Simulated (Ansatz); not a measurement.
# A series of single points on MoSi$_{2}$

System: MoSi$_{2}$ (I4/mmm, 3 atoms in the cell).
Method: Kohn-Sham DFT of a periodic cell, rPW86-PBE, Ansatz PAW, no spin polarisation (Ansatz 0.2.0).

The 5 runs differ only in the geometry, by an even scaling of the cell at fixed fractional positions. The structure derives from an entry of the Crystallography Open Database.

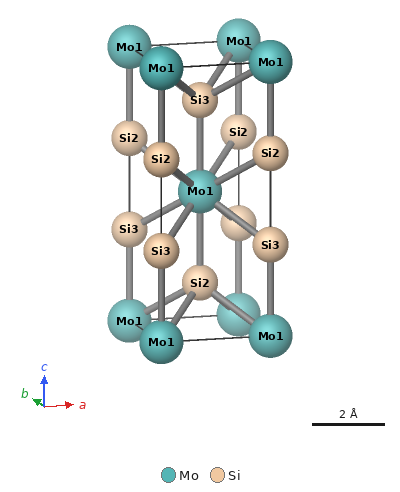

Figure 1. The structure of run 3 (ball-and-stick view of the cell 2 times as large as that of the calculation, set on its symmetry axes, seen slightly off an axis; atoms are numbered from 1 in the order of the input).

**Input of run 3**
```yaml
crystal:
  lattice:
    - [-1.6, 1.6, 3.9305]
    - [1.6, -1.6, 3.9305]
    - [1.6, 1.6, -3.9305]
  atoms:
    - { symbol: Mo, position: [0.0, 0.0, 0.0] }
    - { symbol: Si, position: [0.667, 0.667, 0.0] }
    - { symbol: Si, position: [0.333, 0.333, 0.0] }
hamiltonian:
  xc: { exchange: rpw86, correlation: pbe }
  pseudopotentials: { kind: paw }
kpoints:
  mp_grid: { grid: [12, 12, 12] }
scf:
  occupations: { method: fermi_dirac, width: 0.05 }
output:
  forces: true
  stress: true
  eigenvalues: true
```

Command:
```bash
ansatz run input.yaml --threads 2 --pin off --max-ram 5120MiB --backend cpu --events-out ev --progress --plain --runs-dir out
```

Run 2 differs from it as follows:
```diff
-    - [-1.6, 1.6, 3.9305]
-    - [1.6, -1.6, 3.9305]
-    - [1.6, 1.6, -3.9305]
+    - [-1.5892614214, 1.5892614214, 3.9041200105]
+    - [1.5892614214, -1.5892614214, 3.9041200105]
+    - [1.5892614214, 1.5892614214, -3.9041200105]
```

**Results, with one run withheld**

```tsv
run	volume per atom (Å³)	free energy per atom, from the lowest run given (meV)	pressure (GPa)
1	12.611	81.18	22.69
2	13.148	?	?
3	13.416	9.07	6.87
4	13.953	0.00	−1.16
5	14.221	4.84	−4.56
```

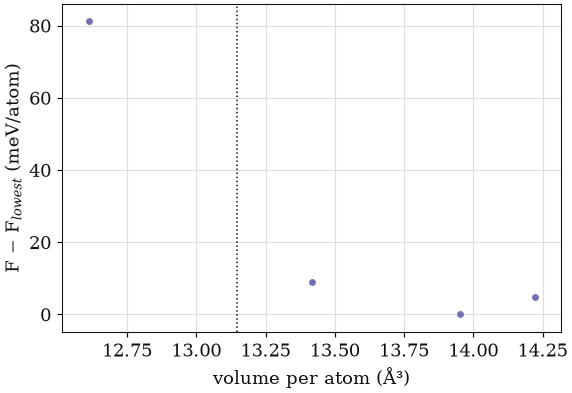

Figure 2. Free energy per atom of the runs given; the dotted line marks run 2.

What should run 2 give?

A quadratic polynomial in V^(−2/3) (the Birch–Murnaghan form), fitted to the 4 runs given, misses them by at most 0.08 meV per atom. With x = V^(−2/3) − 0.17615 Å⁻², it reads F = 4.9635 + 3692.4 x + 6.359e+05 x² (meV per atom). At run 2 it gives 24.57 meV per atom, and the run itself gives 24.45. The slope of the fit gives a pressure −dF/dV of 11.62 GPa there, and the run prints 11.58 GPa. The fit has its minimum at 13.868 Å³ per atom, where V d²F/dV² gives 196 GPa. Cell shape and fractional positions are held, so this is the stiffness under even scaling; the relaxed bulk modulus wasn't computed.

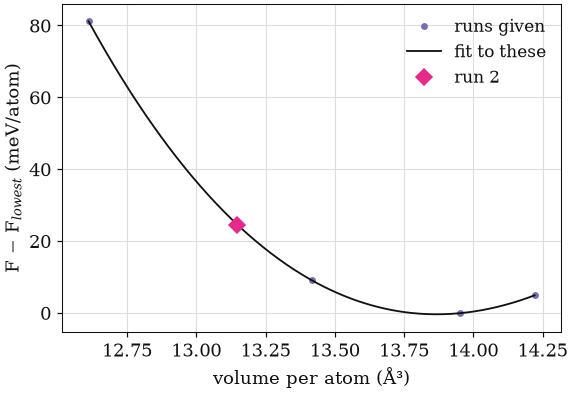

Figure 3. The fit and the withheld run.

**Output, shortened to warnings, some set-up lines, iterations and results (run 2)**
```
Basis set: ecut = 420 eV, 769 PW (Γ), FFT grids on a1+a3, a2+a3, a3, exchange–correlation on 48×48×64 points (8 copies of the dense FFT grid, shifted against one another)
Symmetry: 16 space group operations
k-points: 163 of 1728
Initial density: superposition of atomic densities (neutral atoms: chi_scale 0, normalization atom), corrected by the library's trained network
[...]
SCF iter   1: F=—  HF=-6293.224133 eV  |F-HF|=—  |Δ(HF+E_count)|=         —  Δρ=7.66e-3  dr2=4.77e-2  ethr=1.77e-3  ⟨swp⟩=5.3  Hψ=14011  notcnv=0
SCF iter   2: F=—  HF=-6293.215859 eV  |F-HF|=—  |Δ(HF+E_count)|=   8.27e-3  Δρ=3.40e-3  dr2=6.15e-3  ethr=2.17e-4  ⟨swp⟩=1.9  Hψ=4147  notcnv=0
SCF iter   3: F=—  HF=-6293.214200 eV  |F-HF|=—  |Δ(HF+E_count)|=   1.66e-3  Δρ=8.63e-4  dr2=2.11e-4  ethr=2.80e-5  ⟨swp⟩=2.1  Hψ=3602  notcnv=0
SCF iter   4: F=—  HF=-6293.214178 eV  |F-HF|=—  |Δ(HF+E_count)|=   2.24e-5  Δρ=3.47e-4  dr2=1.85e-5  ethr=9.60e-7  ⟨swp⟩=2.0  Hψ=3482  notcnv=0
SCF iter   5: F=—  HF=-6293.214214 eV  |F-HF|=—  |Δ(HF+E_count)|=   3.57e-5  Δρ=1.51e-4  dr2=3.86e-6  ethr=8.41e-8  ⟨swp⟩=2.0  Hψ=4207  notcnv=0
SCF iter   6: F=—  HF=-6293.214215 eV  |F-HF|=—  |Δ(HF+E_count)|=   1.04e-6  Δρ=3.32e-5  dr2=1.83e-7  ethr=1.75e-8  ⟨swp⟩=2.0  Hψ=4079  notcnv=0
SCF iter   7: F=-6293.214215 eV  HF=-6293.214215 eV  |F-HF|=7.45e-10  |Δ(HF+E_count)|=   6.21e-8  Δρ=3.70e-6  dr2=2.25e-9  ethr=4.55e-10  ⟨swp⟩=4.0  Hψ=8364  notcnv=0
SCF 1 converged in 7 iterations: F = -6293.214215 eV  dr2 = 2.25e-9
SCF converged after 7 iterations
Free energy (F): -6293.214215 eV
Harris-Foulkes:  -6293.214215 eV  (|F-HF|=7.45e-10)
Internal energy: -6293.212030 eV  (E = F + TS)
E sigma→0 (E₀):  -6293.213122 eV
Entropy (-TS):   -0.002184 eV (-0.728 meV/atom)
Fermi energy:    16.465801 eV
--- Per-component energies (eV) ---
  E_band       = -38.003720
  E_kinetic    = 533.232989
  E_local      = -1131.110507  (includes V_loc(G=0)·N_el)
  E_nonlocal   = 191.319407
  E_hartree    = 422.897251
  E_xc         = -301.105543
  E_vxc        = -329.309941  (∫ρ·V_xc dr)
  E_paw        = -4289.481364  (= ΣΔE_a)
  E_vpaw       = -147.929789  (= ΣTr[D̂ρ^β])
  E_aug_tail   = 0.000033  (compensation charges beyond the density's cutoff)
  E_ewald      = -1719.059780
  E_core_change = 0.095483  (= ΣΔE_core)
  E_smearing   = -0.002184  (= −TS)
  E_closure    = -0.000000  (closes the sum)
  Σ components = -6293.214215   (vs F -6293.214215, Δ=0.00e0)
--- Forces (eV/Å), atoms counted from 1 ---
  atom   1  Mo     0.00000000     0.00000000     0.00000000
  atom   2  Si    -0.00000000     0.00000000    -0.16767871
  atom   3  Si     0.00000000    -0.00000000     0.16767871
  max |Σ_I F_I| component: 2.78e-17 eV/Å
--- Stress (GPa, compression-positive) ---
       11.644861       0.000000       0.000000
        0.000000      11.644861       0.000000
        0.000000       0.000000      11.462997
  P = ⅓ Tr σ = 11.5842 GPa (115.842 kbar)
```

Notes: Points of doubt noted for this run: forces on files of another functional.
